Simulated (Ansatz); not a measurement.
# A series of single points on Ta

System: Ta (Im-3m, 1 atom in the cell).
Method: DFT PBE, scalar-relativistic, plane waves, PAW, no spin polarisation (Ansatz 0.2.0).

The 6 runs differ only in the geometry, by an even scaling of the cell at fixed fractional positions. The structure derives from an entry of the Crystallography Open Database.

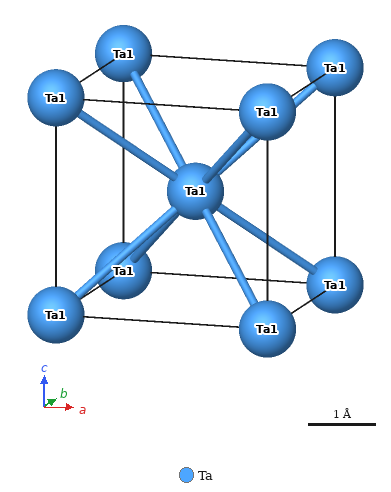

Figure 1. The structure of run 4 (ball-and-stick view of the cell 2 times as large as that of the calculation, set on its symmetry axes, seen slightly off an axis; atoms are numbered from 1 in the order of the input).

**Input of run 4**
```yaml
crystal:
  lattice:
    - [-1.6758255405, 1.6758255405, 1.6758255405]
    - [1.6758255405, -1.6758255405, 1.6758255405]
    - [1.6758255405, 1.6758255405, -1.6758255405]
  atoms:
    - { symbol: Ta, position: [0.0, 0.0, 0.0] }
basis:
  ecutwfc: 420
kpoints:
  mp_grid: { grid: [18, 18, 18] }
hamiltonian:
  xc: pbe
scf:
  occupations: { method: gaussian, width: 0.1 }
output:
  forces: true
  stress: true
  eigenvalues: true
```

Command:
```bash
ansatz run input.yaml --threads 1 --pin off --max-ram 2560MiB --backend cpu --events-out ev --progress --plain --runs-dir out
```

Lattice vectors (Å) and fractional positions of run 4:
```
  -1.675826    1.675826    1.675826
   1.675826   -1.675826    1.675826
   1.675826    1.675826   -1.675826
Ta  0.000000  0.000000  0.000000
```

Run 5 differs from it as follows:
```diff
-    - [-1.6758255405, 1.6758255405, 1.6758255405]
-    - [1.6758255405, -1.6758255405, 1.6758255405]
-    - [1.6758255405, 1.6758255405, -1.6758255405]
+    - [-1.6919402362, 1.6919402362, 1.6919402362]
+    - [1.6919402362, -1.6919402362, 1.6919402362]
+    - [1.6919402362, 1.6919402362, -1.6919402362]
```

**Results, with one run withheld**

| run | volume per atom (Å³) | free energy per atom, from the lowest run given (meV) | pressure (GPa) |
| --- | --- | --- | --- |
| 1 | 16.084 | 186.43 | 31.91 |
| 2 | 16.632 | 94.61 | 21.98 |
| 3 | 17.181 | 34.36 | 13.47 |
| 4 | 18.825 | 0.00 | −5.43 |
| 5 | 19.374 | ? | ? |
| 6 | 20.105 | 85.68 | −15.46 |

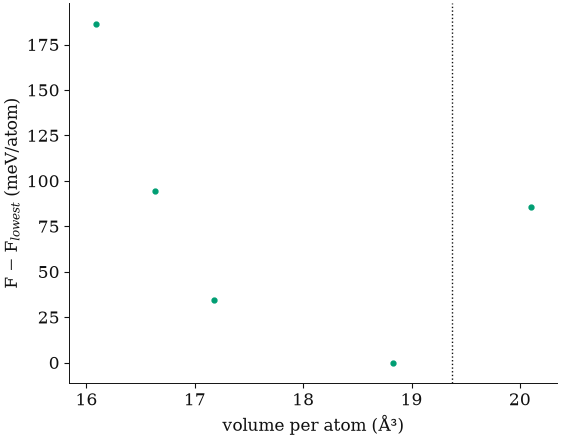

Figure 2. Free energy per atom of the runs given; the dotted line marks run 5.

What should run 5 give?

A cubic polynomial in V^(−2/3) (the Birch–Murnaghan form), fitted to the 5 runs given, misses them by at most 0.13 meV per atom. With x = V^(−2/3) − 0.14743 Å⁻², it reads F = 3.395 + 7889.7 x + 1.1971e+06 x² − 4.0397e+05 x³ (meV per atom). At run 5 it gives 26.96 meV per atom, and the run itself gives 26.85. The slope of the fit gives a pressure −dF/dV of −10.15 GPa there, and the run prints −10.15 GPa. The fit has its minimum at 18.274 Å³ per atom, where V d²F/dV² gives 194 GPa: the bulk modulus at this level, since symmetry fixes the shape and the positions.

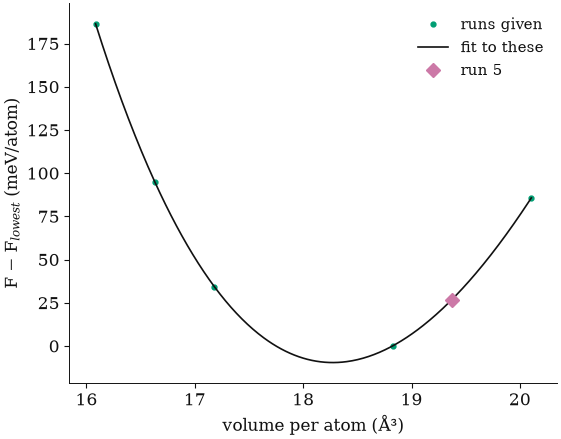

Figure 3. The fit and the withheld run.

**Output, shortened to warnings, some set-up lines, iterations and results (run 5)**
```
Basis set: ecut = 420 eV, 369 PW (Γ), exchange–correlation on 40×40×40 points (8 copies of the dense FFT grid, shifted against one another)
Symmetry: 48 space group operations
k-points: 195 of 5832
Initial density: superposition of atomic densities (neutral atoms: chi_scale 0, normalization atom), corrected by the library's trained network
[...]
SCF iter   1: F=—  HF=-9932.218032 eV  |F-HF|=—  |Δ(HF+E_count)|=         —  Δρ=1.92e-3  dr2=2.07e-4  ethr=1.77e-3  ⟨swp⟩=5.1  Hψ=11934  notcnv=0
SCF iter   2: F=—  HF=-9932.217982 eV  |F-HF|=—  |Δ(HF+E_count)|=   5.00e-5  Δρ=9.94e-4  dr2=6.08e-5  ethr=1.59e-6  ⟨swp⟩=2.1  Hψ=4700  notcnv=0
SCF iter   3: F=—  HF=-9932.218061 eV  |F-HF|=—  |Δ(HF+E_count)|=   7.84e-5  Δρ=2.12e-4  dr2=3.45e-6  ethr=4.67e-7  ⟨swp⟩=2.6  Hψ=3336  notcnv=0
SCF iter   4: F=—  HF=-9932.218059 eV  |F-HF|=—  |Δ(HF+E_count)|=   1.44e-6  Δρ=7.96e-5  dr2=3.86e-7  ethr=2.65e-8  ⟨swp⟩=2.3  Hψ=3205  notcnv=0
SCF iter   5: F=-9932.218059 eV  HF=-9932.218059 eV  |F-HF|=5.06e-8  |Δ(HF+E_count)|=   1.18e-7  Δρ=4.08e-5  dr2=9.76e-8  ethr=2.97e-9  ⟨swp⟩=1.0  Hψ=2087  notcnv=0
SCF iter   6: F=-9932.218059 eV  HF=-9932.218059 eV  |F-HF|=5.95e-10  |Δ(HF+E_count)|=   3.97e-8  Δρ=4.26e-6  dr2=1.14e-9  ethr=7.51e-10  ⟨swp⟩=3.7  Hψ=8231  notcnv=0
SCF 1 converged in 6 iterations: F = -9932.218059 eV  dr2 = 1.14e-9
SCF converged after 6 iterations
Free energy (F): -9932.218059 eV
Harris-Foulkes:  -9932.218059 eV  (|F-HF|=5.95e-10)
Internal energy: -9932.211456 eV  (E = F + TS)
E sigma→0 (E₀):  -9932.214758 eV
Entropy (-TS):   -0.006603 eV (-6.603 meV/atom)
Fermi energy:    17.149279 eV
--- Per-component energies (eV) ---
  E_band       = -123.595078
  E_kinetic    = 363.517102
  E_local      = -588.995865  (includes V_loc(G=0)·N_el)
  E_nonlocal   = 14.114025
  E_hartree    = 201.570641
  E_xc         = -217.586483
  E_vxc        = -202.882324  (∫ρ·V_xc dr)
  E_paw        = -8396.241580  (= ΣΔE_a)
  E_vpaw       = -112.489120  (= ΣTr[D̂ρ^β])
  E_aug_tail   = 0.000140  (compensation charges beyond the density's cutoff)
  E_ewald      = -1308.589437
  E_smearing   = -0.006603  (= −TS)
  E_closure    = 0.000000  (closes the sum)
  Σ components = -9932.218059   (vs F -9932.218059, Δ=0.00e0)
--- Forces (eV/Å), atoms counted from 1 ---
  atom   1  Ta    -0.00000000     0.00000000    -0.00000000
  max |Σ_I F_I| component: 1.36e-31 eV/Å
--- Stress (GPa, compression-positive) ---
      -10.149340      -0.000000      -0.000000
        0.000000     -10.149340      -0.000000
        0.000000       0.000000     -10.149340
  P = ⅓ Tr σ = -10.1493 GPa (-101.493 kbar)
```

Notes: Spin–orbit coupling is left out, which matters for Ta.
